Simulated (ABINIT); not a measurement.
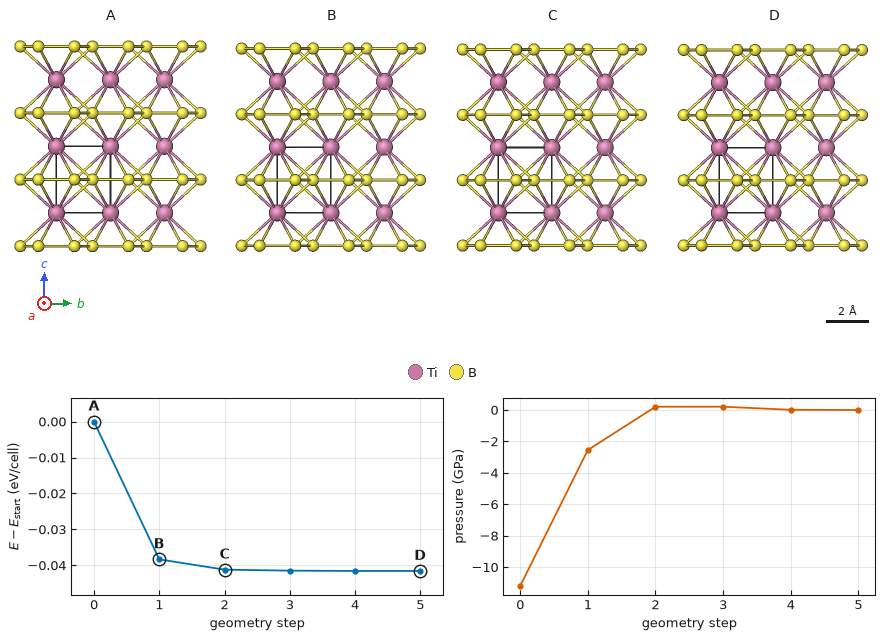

Frames of a relaxation of crystalline TiB$_{2}$ (set up in P6/mmm), marked on the history of the run. A ball-and-stick model of the cell of the calculation, repeated 1 × 2 × 2 with one cell outlined, seen along the a axis.

The run lets cell and atoms move.

Computed with ABINIT, Kohn-Sham DFT of a periodic cell, LDA, PseudoDojo NC SR LDA v0.4.1 standard.

Input
```
pp_dirpath "./"
pseudos "Ti.upf, B.upf"

acell 3*1.0
rprim
     5.7243583767     0.0000000000     0.0000000000
    -2.8621791884     4.9574397745     0.0000000000
     0.0000000000     0.0000000000     6.1007918207
ntypat 2
znucl 22 5
natom 3
typat 1 2 2
chkprim 0
chksymtnons 0
tolsym 1.0e-6
xred
            0.0            0.0            0.0
            2/3            1/3            1/2
            1/3            2/3            1/2

ecut 42.0
ecutsm 0.5

kptopt 1
ngkpt 8 8 6
nshiftk 1
shiftk 0.0 0.0 0.0

ixc 7

nband 13
occopt 3
tsmear 0.00183747

nstep 80
tolvrs 1.0e-12

iomode 3
prteig 0
prtebands 0
prtwf 0
prtden 0

ionmov 2
optcell 2
ntime 50
tolmxf 2.0e-5
dilatmx 1.08
```

Run as
```bash
mpirun --bind-to none -np 4 abinit run.abi > log 2>&1
```

Question: Describe the path.

Answer: Over 5 geometry steps the energy falls by 41.6 meV per cell of the calculation. All forces vanish by symmetry, so only the cell relaxes. The pressure goes from −11.19 to 0.00 GPa. No atom moves by more than 0.005 Å relative to the cell. The volume changes by −4.4 %, with a = b 3.029 → 2.994 Å (−1.2 %), c 3.228 → 3.160 Å (−2.1 %). Some distances before and after: Ti–Ti 3.228 → 3.160 Å, B–Ti 2.380 → 2.342 Å, Ti–Ti 3.029 → 2.994 Å, B–B 1.749 → 1.729 Å. The space group stays P6/mmm (No. 191). From step 0 to 1: volume −3.4 %, energy −38.3 meV per cell of the calculation. From step 1 to 2: volume −1.0 %, energy −2.9 meV per cell of the calculation. From step 2 to 5: energy −0.4 meV per cell of the calculation.

| step | E − E(0), meV/atom | pressure, GPa | volume, Å³/atom |
| --- | --- | --- | --- |
| 0 | 0.00 | -11.19 | 8.552 |
| 1 | -12.78 | -2.55 | 8.262 |
| 2 | -13.73 | 0.21 | 8.176 |
| 3 | -13.83 | 0.21 | 8.174 |
| 4 | -13.85 | 0.01 | 8.178 |
| 5 | -13.85 | 0.00 | 8.178 |
